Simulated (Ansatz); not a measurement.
Input structure:

```
Cu O
1.0
     4.06583    0.00000    0.00000
     0.00000    4.06583    0.00000
     0.00000    0.00000    4.06583
Cu O
4 4
Direct
  0.00000 0.00000 0.00000
  0.00000 0.50000 0.50000
  0.50000 0.00000 0.50000
  0.50000 0.50000 0.00000
  0.50000 0.00000 0.00000
  0.50000 0.50000 0.50000
  0.00000 0.00000 0.50000
  0.00000 0.50000 0.00000
```

What would you see if this were drawn?

The material is CuO. It takes space group Fm-3m (No. 225) on a face-centred cubic lattice. Type of structure: rock salt (NaCl type). One cell contains 4 Cu, 4 O, 8 atoms in all. The polyhedra are CuO6 octahedra; they share corners and edges. Each Cu atom is coordinated by six O in an octahedral arrangement at 2.03 Å. O is coordinated by six Cu in an octahedral arrangement at 2.03 Å. Not all metal-metal contacts are counted. The bonds build a three-dimensional framework.

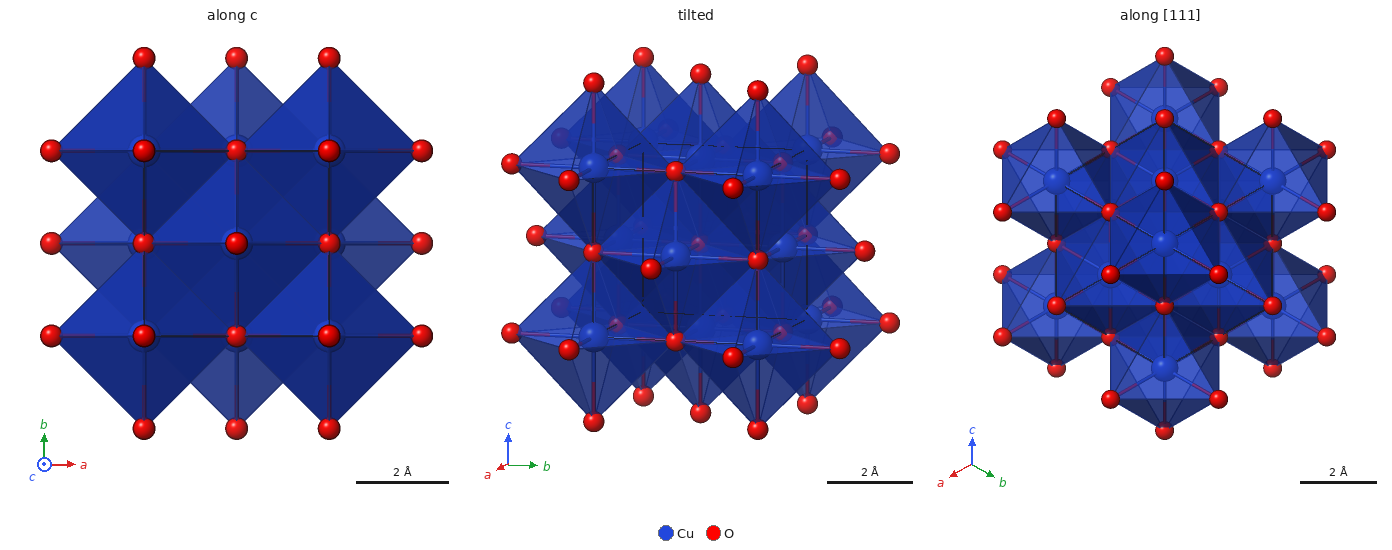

The image is a polyhedral drawing of a crystal, viewed along the c axis, slightly off an axis and along [111]. The conventional unit cell is outlined; an atom on or near a face, edge or corner is repeated at each equivalent position. Some atoms of the next cells are drawn as well. Colours: copper blue, oxygen red.

Provenance: a structure listed in the Materials Project. The cell was then strained or its atoms displaced on purpose. Ansatz was used for an electronic-structure calculation on it.

At this level of theory the cell isn't at rest (compressed, at 31 GPa), so its distances can differ from those at equilibrium, the more so the softer the solid.
